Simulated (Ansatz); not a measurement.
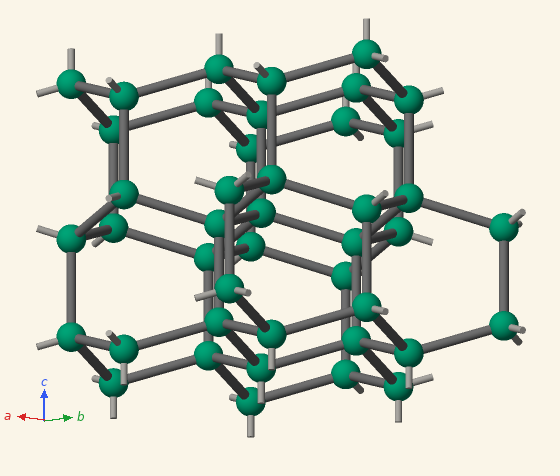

A cut-out of a periodic net derived from a crystal structure. Nodes are coloured by topological kind. Edges to nodes outside the piece are drawn as stubs.

Classify the net: periodicity, connectivity, name.

Answer. A uninodal 4-connected, three-periodic net. It is the lon net, known from lonsdaleite, wurtzite and tridymite.

Give point symbol and coordination sequence.

Answer. 6⁶, sequence 4, 12, 25, 44, 67.

Origin of the net. System LiF (space group P6_3mc, No. 186); source of the atomic positions: coordinates from a relaxation with Ansatz, DFT, HSE06, plane waves, PAW. Bonds are taken as F–Li below 2.1 Å. Simplification: prune 0- and 1-connected atoms, fold 2-connected ones into links. Li and F are 4-connected nodes.
